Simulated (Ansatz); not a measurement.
## NbN: single-point calculation (part 1 of 2)

System: NbN (slab, 24 atoms in the cell).
Method: DFT PBEsol, scalar-relativistic, plane waves, PAW, no spin polarisation (Ansatz 0.2.0).

The structure derives from an entry of the Crystallography Open Database. It belongs to a series of runs on one base structure; here: (2 1 0) slab cut from the bulk. Figures and captions count atoms from 1; the log counts them from 0 in places.

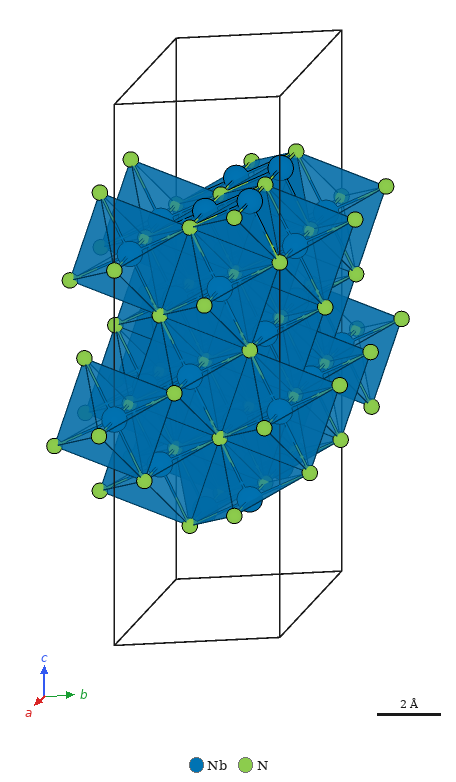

**Figure 1.** The structure as given in the input (polyhedral view of the 2 × 1 repeat of the cell, with the vacuum cut short, seen slightly off an axis; polyhedra are completed across the faces of the cell). An atom can appear more than once, as a periodic image.

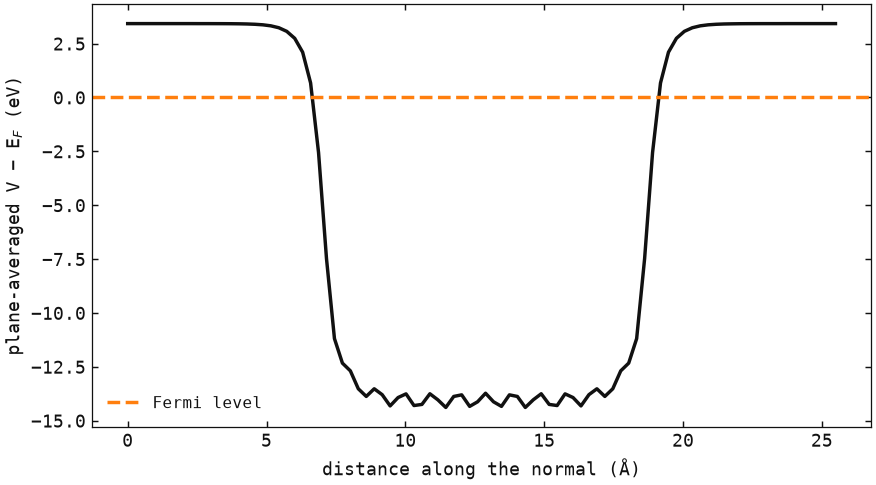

**Figure 2.** Plane average of the electrostatic potential energy of an electron across the cell, from the Fermi level. The vacuum level lies 3.43 eV above the Fermi level.

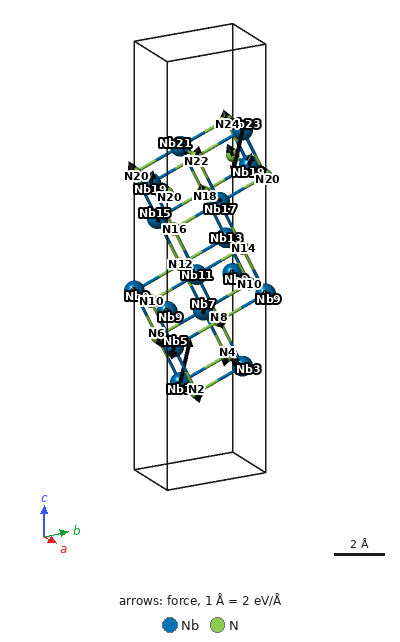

**Figure 3.** Forces on the atoms as black arrows (ball-and-stick view of the cell of the calculation, with the vacuum cut short, seen slightly off an axis; atoms are numbered from 1 in the order of the input); the smallest are left out. The largest act on Nb1, Nb23 (3.73 eV/Å); Nb3, Nb21 (1.26 eV/Å). The geometry is not a stationary point of this energy.

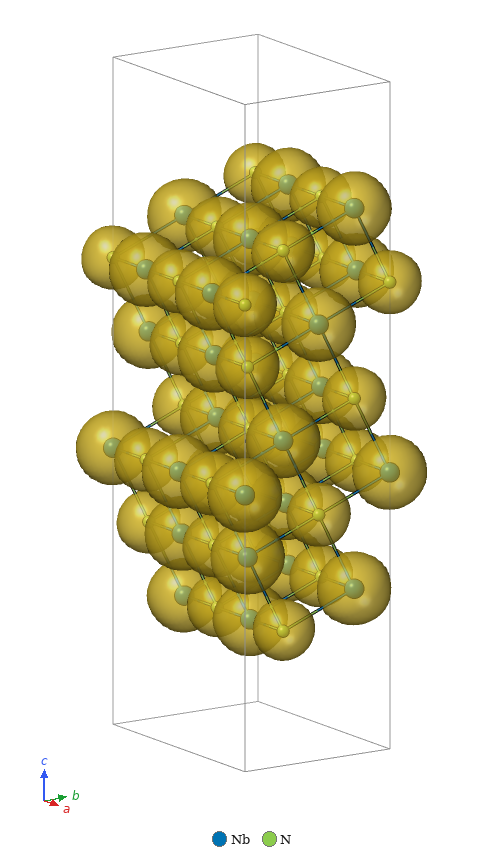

**Figure 4.** Isosurface of the valence electron density at 0.8 e/Å³ (yellow), seen slightly off an axis. Sticks mark near contacts. At this value the density breaks into separate islands; it holds about 70 % of the electrons treated as valence (semicore included). It is pinched off along the Nb–N (2.19 Å) contacts. On the grid the lowest density along these lines, outside the cores, is 0.58 e/Å³ (Nb–N, 2.19 Å). In a PAW calculation such maps are meaningful between the atoms, not at the nuclei.

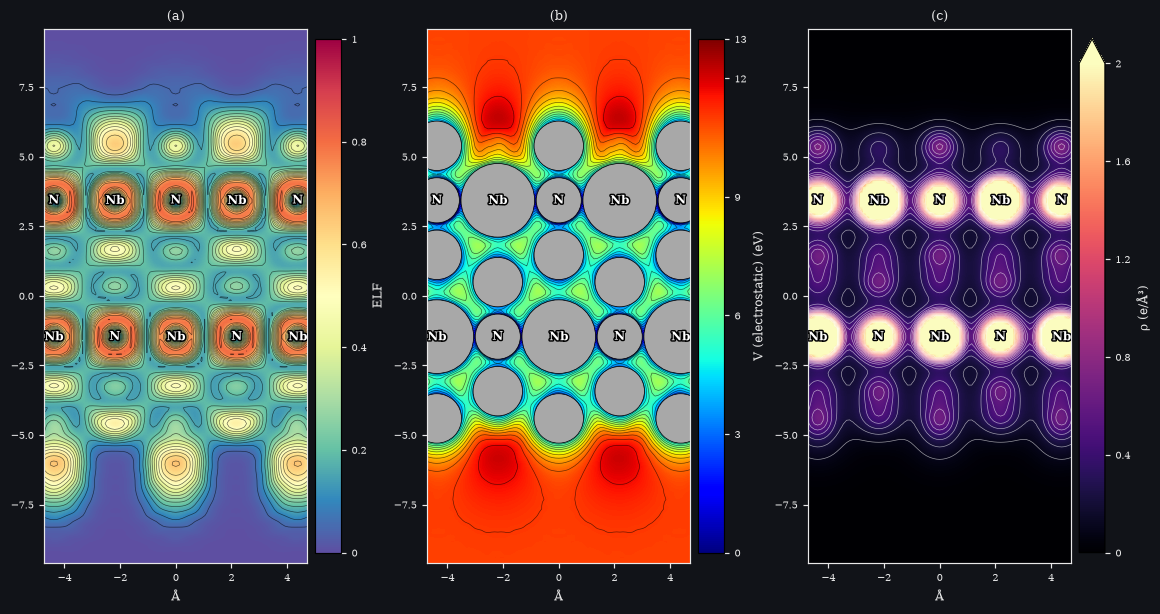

**Figure 5.** (a) electron localisation function; (b) electrostatic potential energy of an electron; (c) valence pseudo-density on the (010) plane of the calculation cell, a cut from vacuum to vacuum. Grey discs, where drawn, cover atomic cores. The section cuts through Nb and N sites. Nb–N (2.19 Å): ρ is about 0.56 e/Å³ halfway; the ELF peaks at about 0.80 in the valence shell of N, 0.6 Å from its nucleus, and drops to about 0.15 between the two atoms (no shared pair; the contact is polar). The density dies away to nearly zero in the vacuum. The strong features right at Nb lie inside the PAW spheres (semicore, d or f shells) and say nothing about bonding.

The input that produced these results follows, with the program's output.

**The input**
```yaml
crystal:
  lattice:
    - [4.3804965215, 0.0, 0.0]
    - [-2.1902482608, 4.8975439987, 0.0]
    - [0.0, 0.0, 25.7745967971]
  atoms:
    - { symbol: Nb, position: [0.2, 0.4, 0.2909841833] }
    - { symbol: "N", position: [0.7, 0.4, 0.2909841833] }
    - { symbol: Nb, position: [0.9, 0.8, 0.3289870591] }
    - { symbol: "N", position: [0.4, 0.8, 0.3289870591] }
    - { symbol: Nb, position: [0.6, 0.2, 0.3669899349] }
    - { symbol: "N", position: [0.1, 0.2, 0.3669899349] }
    - { symbol: Nb, position: [0.3, 0.6, 0.4049928106] }
    - { symbol: "N", position: [0.8, 0.6, 0.4049928106] }
    - { symbol: Nb, position: [0.0, 0.0, 0.4429956864] }
    - { symbol: "N", position: [0.5, 0.0, 0.4429956864] }
    - { symbol: Nb, position: [0.7, 0.4, 0.4809985621] }
    - { symbol: "N", position: [0.2, 0.4, 0.4809985621] }
    - { symbol: Nb, position: [0.4, 0.8, 0.5190014379] }
    - { symbol: "N", position: [0.9, 0.8, 0.5190014379] }
    - { symbol: Nb, position: [0.1, 0.2, 0.5570043136] }
    - { symbol: "N", position: [0.6, 0.2, 0.5570043136] }
    - { symbol: Nb, position: [0.8, 0.6, 0.5950071894] }
    - { symbol: "N", position: [0.3, 0.6, 0.5950071894] }
    - { symbol: Nb, position: [0.5, 0.0, 0.6330100651] }
    - { symbol: "N", position: [0.0, 0.0, 0.6330100651] }
    - { symbol: Nb, position: [0.2, 0.4, 0.6710129409] }
    - { symbol: "N", position: [0.7, 0.4, 0.6710129409] }
    - { symbol: Nb, position: [0.9, 0.8, 0.7090158167] }
    - { symbol: "N", position: [0.4, 0.8, 0.7090158167] }
basis:
  ecutwfc: 420
kpoints:
  mp_grid: { grid: [9, 7, 1] }
hamiltonian:
  xc: pbesol
scf:
  occupations: { method: gaussian, width: 0.1 }
output:
  forces: true
  stress: true
  eigenvalues: true
  write_density: true
  write_potential: true
  elf: true
  volumetric_format: npy
efield:
  axis: 3
  dipole_correction: true
  ramp_width: 0.04
```

Run as:
```bash
ansatz run input.yaml --threads 2 --pin off --max-ram 5120MiB --backend cpu --events-out ev --progress --plain --runs-dir out
```

**Log**
```
Warning: crystal.symmetry: narrowed to the stabiliser of the k-point mesh — unitary ops 2 → 1; excluded 1 operation that carries a point of the 9×7×1 mesh (shift [0, 0, 0]) off the mesh (the run samples exactly the mesh kpoints.mp_grid names, as under crystal.symmetry.detect: false, and its converged state has the mesh's symmetry, not the crystal's; ε∞, the Born charges and the force constants of a linear response (`dielectric:` by the response, `phonons.method: dfpt`) are averaged over those of the crystal's operations that the state keeps within a tolerance, where `mesh_tensors`, `unaveraged_element` or `gamma_mean_max_change_ev_ang2` stands beside them; a row that `dielectric.field_direction` solves alone is averaged likewise, with nothing beside; a Γ-centred mesh of equal divisions is mapped onto itself by every operation and keeps the whole group, as does a half-shifted one under kpoints.further_shifts: images)
Engine: ansatz 0.2.0, x86_64-unknown-linux-gnu
Pseudopotentials: kind: paw
Pseudopotential: Nb, paw, valence charge 13, recommended cutoff 420 eV (normal), Nb.paw.azcp
Pseudopotential: N, paw, valence charge 5, recommended cutoff 420 eV (normal), N.paw.azcp
Functional definition: PBEsol
  exchange = pbesol_x
  correlation = pbesol_c
Crystal: 24 atoms, lattice volume = 552.960 Å³
Basis set: ecut = 420 eV, 10777 PW (Γ), exchange–correlation on 60×72×360 points (8 copies of the dense FFT grid, shifted against one another)
Bands: 132, of which v1, the nominal top of the filled ones, is band 108 counted from 1 (107 counted from 0)
Symmetry: 1 space group operations
k-points: 32 of 63 (time reversal used)
Non-local potential: Nb, projectors of the file, l = 0: 3, l = 1: 2, l = 2: 2, l = 3: 1
Non-local potential: N, projectors of the file, l = 0: 2, l = 1: 2, l = 2: 1
PAW form: soft (Blöchl's): semilocal exchange-correlation on the pseudo side does not see the compensation charge
PAW frozen core: Nb, regenerated for the run's functional, and the local potential with it (the file was generated under x = pbe(κ = 0.804, μ = 0.2195149727645171), c = pbe(β = 0.06672455060314922))
PAW frozen core: N, regenerated for the run's functional, and the local potential with it (the file was generated under x = pbe(κ = 0.804, μ = 0.2195149727645171), c = pbe(β = 0.06672455060314922))
PAW one-centre angular grid: Nb, 590 points (default); XC on 64 Gauss nodes
PAW one-centre angular grid: N, 110 points (default); XC on 64 Gauss nodes
Initial density: superposition of atomic densities (neutral atoms: chi_scale 0, normalization atom), corrected by the library's trained network
Initial wavefunctions: pseudopotential atomic-orbital guess
Functional: x = pbesol(κ = 0.804, μ = 0.12345679012345678), c = pbesol(β = 0.046)
```
